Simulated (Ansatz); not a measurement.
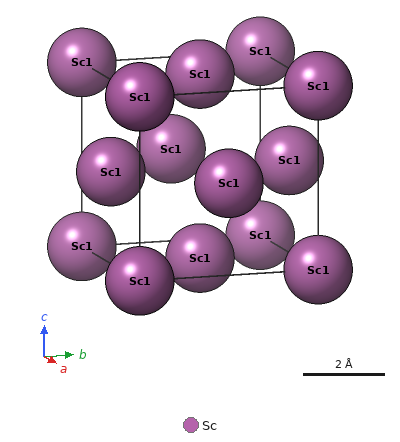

Figure 1. The structure as given in the input (spheres-only view of the cell 4 times as large as that of the calculation, set on its symmetry axes, seen slightly off an axis; atoms are numbered from 1 in the order of the input).

**Sc: a changed input and its effect**

System: Sc (Fm-3m, 1 atom in the cell).
Method of run A: DFT PBE, scalar-relativistic, plane waves, PAW, no spin polarisation (Ansatz 0.2.0).

The structure was built on a prototype by a generator; it need not be a known phase. Text and figures count atoms from 1; the logs count them from 0 in places.

## Input file, run A
```yaml
crystal:
  lattice:
    - [0.0, 2.3180609578, 2.3180609578]
    - [2.3180609578, 0.0, 2.3180609578]
    - [2.3180609578, 2.3180609578, 0.0]
  atoms:
    - { symbol: Sc, position: [0.0, 0.0, 0.0] }
basis:
  ecutwfc: 420
  ecutrho_ratio: 4
kpoints:
  mp_grid: { grid: [8, 8, 8] }
hamiltonian:
  xc: pbe
scf:
  occupations: { method: gaussian, width: 0.05 }
output:
  forces: true
  stress: true
  eigenvalues: true
```

Hardware: 2 threads of an x86-64 CPU, shared host.

## Output, shortened to warnings, some set-up lines, iterations and results (run A)
```
Basis set: ecut = 420 eV, 531 PW (Γ), exchange–correlation on 48×48×48 points (8 copies of the dense FFT grid, shifted against one another)
Symmetry: 48 space group operations
k-points: 29 of 512
Initial density: superposition of atomic densities (neutral atoms: chi_scale 0, normalization atom), corrected by the library's trained network
[...]
SCF iter   1: F=—  HF=-2135.757472 eV  |F-HF|=—  |Δ(HF+E_count)|=         —  Δρ=7.87e-4  dr2=3.80e-5  ethr=1.77e-3  ⟨swp⟩=4.2  Hψ=1476  notcnv=0
SCF iter   2: F=—  HF=-2135.757143 eV  |F-HF|=—  |Δ(HF+E_count)|=   3.29e-4  Δρ=4.52e-4  dr2=1.60e-5  ethr=3.45e-7  ⟨swp⟩=2.0  Hψ=649  notcnv=0
SCF iter   3: F=—  HF=-2135.757164 eV  |F-HF|=—  |Δ(HF+E_count)|=   2.18e-5  Δρ=2.62e-4  dr2=2.10e-5  ethr=1.46e-7  ⟨swp⟩=2.0  Hψ=419  notcnv=0
SCF iter   4: F=—  HF=-2135.757158 eV  |F-HF|=—  |Δ(HF+E_count)|=   6.82e-6  Δρ=5.33e-5  dr2=8.94e-7  ethr=1.46e-7  ⟨swp⟩=2.7  Hψ=440  notcnv=0
SCF iter   5: F=-2135.757157 eV  HF=-2135.757157 eV  |F-HF|=2.09e-8  |Δ(HF+E_count)|=   2.48e-7  Δρ=1.10e-5  dr2=3.39e-8  ethr=8.12e-9  ⟨swp⟩=2.1  Hψ=363  notcnv=0
SCF iter   6: F=-2135.757157 eV  HF=-2135.757157 eV  |F-HF|=1.81e-10  |Δ(HF+E_count)|=   8.56e-9  Δρ=1.14e-6  dr2=3.33e-10  ethr=3.08e-10  ⟨swp⟩=2.8  Hψ=967  notcnv=0
SCF 1 converged in 6 iterations: F = -2135.757157 eV  dr2 = 3.33e-10
SCF converged after 6 iterations
Free energy (F): -2135.757157 eV
Harris-Foulkes:  -2135.757157 eV  (|F-HF|=1.81e-10)
Internal energy: -2135.752824 eV  (E = F + TS)
E sigma→0 (E₀):  -2135.754991 eV
Entropy (-TS):   -0.004333 eV (-4.333 meV/atom)
Fermi energy:    9.217399 eV
--- Per-component energies (eV) ---
  E_band       = -169.964054
  E_kinetic    = 260.187415
  E_local      = -847.762862  (includes V_loc(G=0)·N_el)
  E_nonlocal   = 83.313370
  E_hartree    = 289.502345
  E_xc         = -103.951514
  E_vxc        = -128.639593  (∫ρ·V_xc dr)
  E_paw        = -955.495329  (= ΣΔE_a)
  E_vpaw       = -116.066537  (= ΣTr[D̂ρ^β])
  E_aug_tail   = 0.000012  (compensation charges beyond the density's cutoff)
  E_ewald      = -861.546261
  E_smearing   = -0.004333  (= −TS)
  E_closure    = -0.000000  (closes the sum)
  Σ components = -2135.757157   (vs F -2135.757157, Δ=0.00e0)
--- Forces (eV/Å), atoms counted from 1 ---
  atom   1  Sc    -0.00000000    -0.00000000     0.00000000
  max |Σ_I F_I| component: 4.72e-32 eV/Å
--- Stress (GPa, compression-positive) ---
       -0.486317      -0.000000      -0.000000
       -0.000000      -0.486317       0.000000
        0.000000       0.000000      -0.486317
  P = ⅓ Tr σ = -0.4863 GPa (-4.863 kbar)
```

For run B the input was changed thus:
```diff
-    - [0.0, 2.3180609578, 2.3180609578]
-    - [2.3180609578, 0.0, 2.3180609578]
-    - [2.3180609578, 2.3180609578, 0.0]
+    - [0.0, 2.3217440067, 2.3217440067]
+    - [2.3217440067, 0.0, 2.3217440067]
+    - [2.3217440067, 2.3217440067, 0.0]
```

Predict how the results change.

With the same functional and potentials, run B lies 0.44 meV per atom higher. The pressure goes from −0.49 to −0.71 GPa. The volume per atom goes from 24.91 to 25.03 Å³. The cell is scaled evenly with the atoms at fixed fractional positions, so −ΔP/Δ ln V estimates the bulk modulus midway between the two volumes: about 48 GPa. The number of SCF iterations is the same.

## Output, shortened to warnings, some set-up lines, iterations and results (run B)
```
Basis set: ecut = 420 eV, 531 PW (Γ), exchange–correlation on 48×48×48 points (8 copies of the dense FFT grid, shifted against one another)
Symmetry: 48 space group operations
k-points: 29 of 512
Initial density: superposition of atomic densities (neutral atoms: chi_scale 0, normalization atom), corrected by the library's trained network
[...]
SCF iter   1: F=—  HF=-2135.757022 eV  |F-HF|=—  |Δ(HF+E_count)|=         —  Δρ=8.05e-4  dr2=4.33e-5  ethr=1.77e-3  ⟨swp⟩=4.2  Hψ=1475  notcnv=0
SCF iter   2: F=—  HF=-2135.756702 eV  |F-HF|=—  |Δ(HF+E_count)|=   3.20e-4  Δρ=4.53e-4  dr2=1.49e-5  ethr=3.94e-7  ⟨swp⟩=2.0  Hψ=649  notcnv=0
SCF iter   3: F=—  HF=-2135.756722 eV  |F-HF|=—  |Δ(HF+E_count)|=   1.97e-5  Δρ=2.00e-4  dr2=1.28e-5  ethr=1.35e-7  ⟨swp⟩=2.0  Hψ=410  notcnv=0
SCF iter   4: F=—  HF=-2135.756718 eV  |F-HF|=—  |Δ(HF+E_count)|=   4.22e-6  Δρ=3.87e-5  dr2=4.09e-7  ethr=1.17e-7  ⟨swp⟩=2.4  Hψ=411  notcnv=0
SCF iter   5: F=-2135.756718 eV  HF=-2135.756718 eV  |F-HF|=2.12e-8  |Δ(HF+E_count)|=   6.02e-8  Δρ=1.13e-5  dr2=3.57e-8  ethr=3.72e-9  ⟨swp⟩=1.7  Hψ=314  notcnv=0
SCF iter   6: F=-2135.756718 eV  HF=-2135.756718 eV  |F-HF|=1.52e-10  |Δ(HF+E_count)|=   8.84e-9  Δρ=1.06e-6  dr2=2.86e-10  ethr=3.24e-10  ⟨swp⟩=2.8  Hψ=967  notcnv=0
SCF 1 converged in 6 iterations: F = -2135.756718 eV  dr2 = 2.86e-10
SCF converged after 6 iterations
Free energy (F): -2135.756718 eV
Harris-Foulkes:  -2135.756718 eV  (|F-HF|=1.52e-10)
Internal energy: -2135.752436 eV  (E = F + TS)
E sigma→0 (E₀):  -2135.754577 eV
Entropy (-TS):   -0.004281 eV (-4.281 meV/atom)
Fermi energy:    9.163131 eV
--- Per-component energies (eV) ---
  E_band       = -170.666249
  E_kinetic    = 260.101770
  E_local      = -849.704630  (includes V_loc(G=0)·N_el)
  E_nonlocal   = 83.284463
  E_hartree    = 290.147957
  E_xc         = -103.921726
  E_vxc        = -128.598928  (∫ρ·V_xc dr)
  E_paw        = -955.480717  (= ΣΔE_a)
  E_vpaw       = -116.044345  (= ΣTr[D̂ρ^β])
  E_aug_tail   = 0.000012  (compensation charges beyond the density's cutoff)
  E_ewald      = -860.179565
  E_smearing   = -0.004281  (= −TS)
  E_closure    = 0.000000  (closes the sum)
  Σ components = -2135.756718   (vs F -2135.756718, Δ=0.00e0)
--- Forces (eV/Å), atoms counted from 1 ---
  atom   1  Sc    -0.00000000    -0.00000000     0.00000000
  max |Σ_I F_I| component: 6.98e-32 eV/Å
--- Stress (GPa, compression-positive) ---
       -0.712716      -0.000000      -0.000000
        0.000000      -0.712716       0.000000
       -0.000000      -0.000000      -0.712716
  P = ⅓ Tr σ = -0.7127 GPa (-7.127 kbar)
```

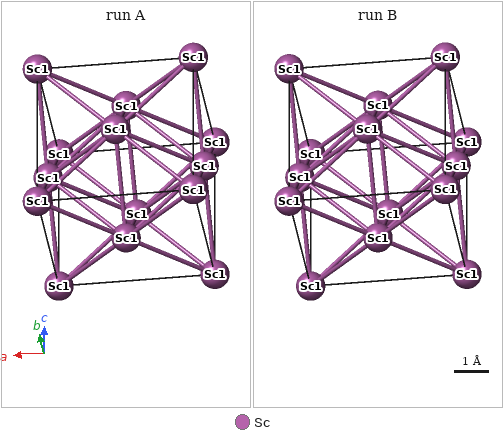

Figure 2. The two input geometries at one scale (ball-and-stick view of the cell 4 times as large as that of the calculation, set on its symmetry axes, seen at an oblique angle). The atoms keep their places relative to the cell (all moves are under 0.005 Å). Cell: a = b = c 4.636 → 4.643 Å (+0.2 %). Volume +0.5 %. Among the contacts that change: Sc1–Sc1 3.278 → 3.283 Å.

## The two runs side by side

```tsv
quantity	run A	run B
outcome	converged	converged
free energy per atom (eV)	−2135.7572	−2135.7567
energy per atom, smearing taken to zero (eV)	−2135.7550	−2135.7546
gap on the mesh (eV)	0.00	0.00
pressure (GPa)	−0.49	−0.71
volume per atom (Å³)	24.91	25.03
largest force (eV/Å)	0.000	0.000
SCF iterations	6	6
irreducible k-points	29	29
plane waves at Γ	531	531
wall time (shared host)	0.54 s	0.57 s
```
